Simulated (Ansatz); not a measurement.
System: SnTe, space group Fm-3m (No. 225) (one of a set of cubic test structures, which need not be the stable phase).

How it was computed, with Ansatz 0.2.0 development build: equation of state of a cubic crystal from periodic Kohn-Sham density functional theory without spin; pressure corrected for the finite basis. Level: HSE06.

structure type rock salt; atoms in cell 2; space group number 225; lattice centring face-centred primitive; k mesh 4×4×4; occupation method Fermi–Dirac; occupation width 0.05 eV; wave cutoff 420 eV; datasets soft-1 PAW; density tolerance 1e−07 eV; bands 19; density cutoff ratio 4; search for lower states default; exchange singularity Wigner-Seitz.

Predict the energy above the lowest point and pressure against volume. The volume takes the values 30.29, 31.28, 32.26, 33.25, 34.24 Å³/atom.

The energy above the lowest point is 13.6 meV/atom at volume 30.29 Å³/atom and 16.3 meV/atom at 34.24 Å³/atom; the lowest computed point is at volume 32.26 Å³/atom (0.0 meV/atom). The pressure falls from 2.342 GPa at volume 30.29 Å³/atom to −2.402 GPa at 34.24 Å³/atom, and changes sign near 32.15 Å³/atom.

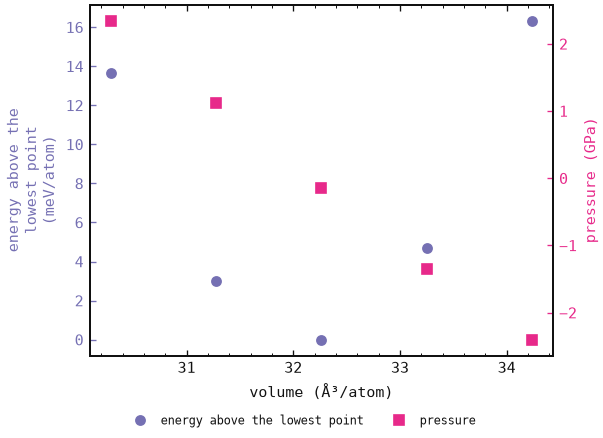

Keep in mind: coarse k-mesh, values are not converged in k.
